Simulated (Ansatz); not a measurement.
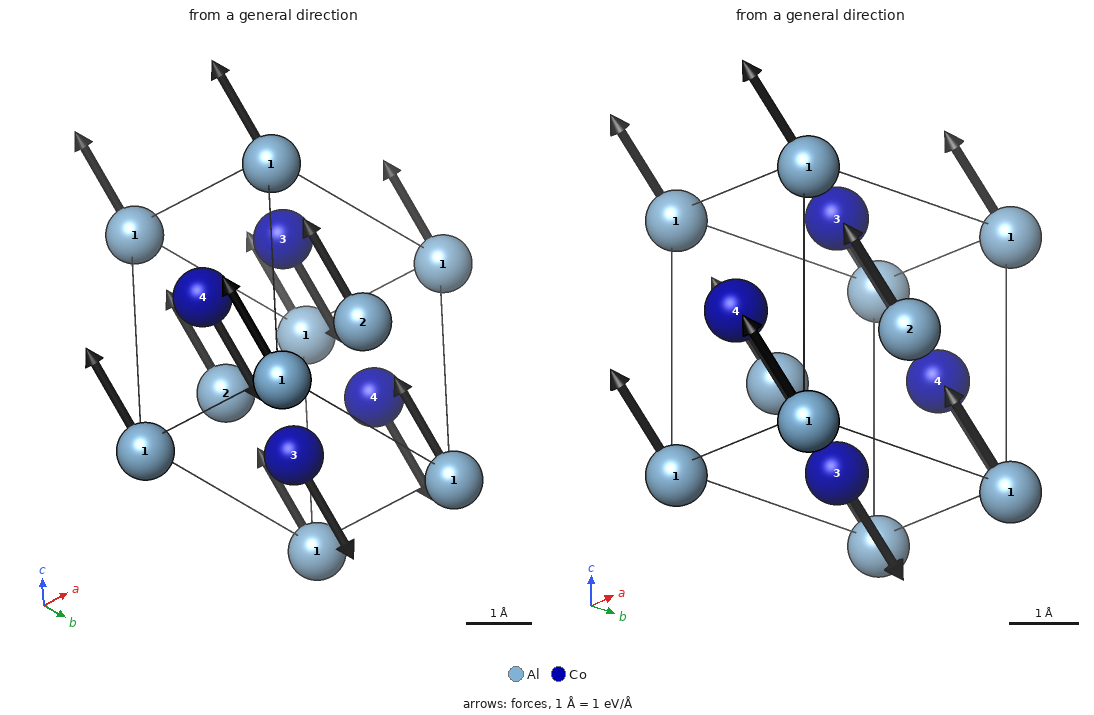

The figure gives a spheres-only picture of the atoms, viewed from two general directions. One simulation cell is framed, with atoms on its boundary repeated. The arrows are the computed forces on the atoms.

System: AlCo. Method used: DFT PBEsol, scalar-relativistic, plane waves, PAW in Ansatz 0.2.0. It ran with a 420 eV plane-wave basis, k-mesh 22×16×16, Gaussian smearing of 0.15 eV, no spin polarisation (a spin-restricted run, not always the ground state).

**Is the structure at rest?**

No. The atoms still feel forces of up to about 1.4 eV/Å, far above a usual threshold of 0.01 to 0.03 eV/Å.

**Which atom carries the strongest force?**

Al1, Al2, Co3 and Co4, about 1.4 eV/Å.

**List the mean force on each species.**

Mean magnitudes: about Al 1.4 eV/Å, Co 1.4 eV/Å.

Provenance: a structure listed in the Materials Project. The cell was then strained or its atoms displaced on purpose. It went into a calculation with Ansatz.
